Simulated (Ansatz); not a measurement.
# Se: what the fields show

```xyz
1
Lattice="2.7731 0.0000 0.0000 0.0000 2.7731 0.0000 0.0000 0.0000 2.7731" Properties=species:S:1:pos:R:3 pbc="T T T"
Se    0.0000    0.0000    0.0000
```

Space group Pm-3m; a structure from a database of computed crystals, not necessarily the ambient phase.

All numbers below come from Ansatz 0.2.0, Kohn-Sham DFT of a periodic cell, LDA, Ansatz PAW.

The density is the valence pseudo-density of a PAW calculation; it isn't the true density close to the nuclei.

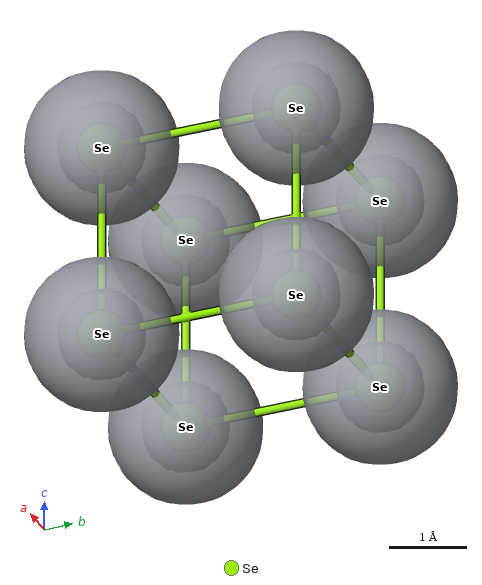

Figure 1. Isosurface of the ELF at 0.7 (grey), seen at an oblique angle. Core shells and regions of very low density are left out. Sticks mark near contacts.

### Where are the electrons localised?

At this value the surface marks out one region wrapped around Se (its valence shell), counted in one cell of 1 atoms. Any copies at cell faces, edges or corners count once. Profiles from the grid: Se–Se (2.77 Å): the ELF is about 0.45 at the midpoint.

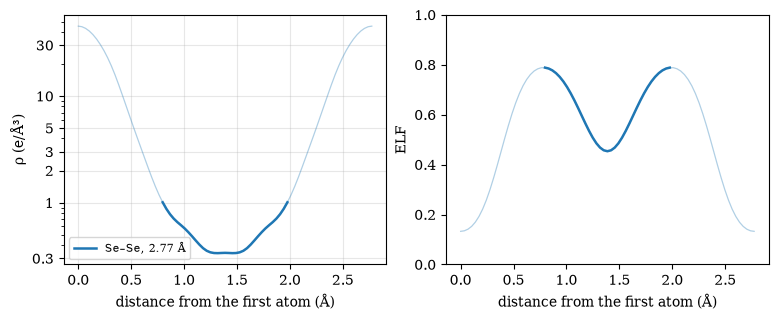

Figure 2. Valence electron density and ELF along straight lines between neighbouring atoms. Thin, pale parts lie inside the atomic spheres.

### What can be read from the curves?

Se–Se (2.77 Å): the density is about 0.34 e/Å³ at the midpoint; the ELF is about 0.45 at the midpoint.

### Does the calculation give a band gap?

It is gapless in this calculation (a metal or semimetal).
